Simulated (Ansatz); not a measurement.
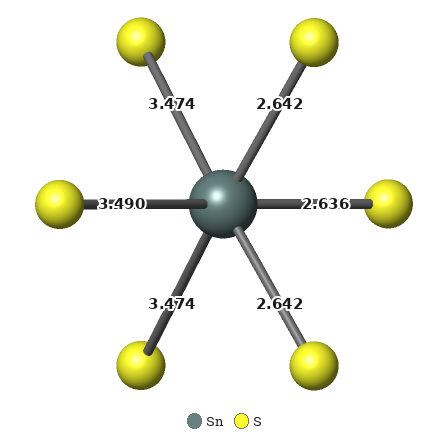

The surroundings of site Sn1 (at 0.121, 0.250, 0.136) in SnS (Pnma), with bond lengths in Å.

Origin of the cell: the geometry relaxed with DFT, PAW plane waves, r2scan (Ansatz).

```
CELL_PARAMETERS angstrom
11.35466 0.00000 0.00000
0.00000 3.95494 0.00000
0.00000 0.00000 4.55057
ATOMIC_POSITIONS crystal
Sn 0.12096 0.25000 0.13554
Sn 0.87904 0.75000 0.86446
Sn 0.37904 0.75000 0.63554
Sn 0.62096 0.25000 0.36446
S 0.84785 0.25000 0.48742
S 0.15215 0.75000 0.51258
S 0.65215 0.75000 0.98742
S 0.34785 0.25000 0.01258
```

Bond valence s = exp((R0 − d)/b), R0 fitted to published crystal structures with b = 0.37 Å, summed over all anions within 5 Å; R0 in Å: Sn2+–S 2.433; Sn4+–S 2.390.

Question: Which oxidation state of Sn do these bonds support?

Answer: With the Sn2+ parameters the computed sum is 1 × 0.578 + 2 × 0.568 + 2 × 0.060 + 1 × 0.057 = 1.89. With the Sn4+ parameters the computed sum is 1 × 0.514 + 2 × 0.506 + 2 × 0.053 + 1 × 0.051 = 1.68. The sum matches its own assumption best for Sn2+, which also balances the formula's charge.

Question: And over the whole structure?

Answer:
| site | x, y, z | formal valence | bond-valence sum | difference |
| --- | --- | --- | --- | --- |
| Sn1 | 0.121, 0.250, 0.136 | +2 | 1.90 | -0.10 |
| S1 | 0.848, 0.250, 0.487 | −2 | 1.90 | -0.10 |

These sums include all anions within 5 Å. The global instability index (root mean square of the differences over all atoms) is 0.10 v.u.: little strain.
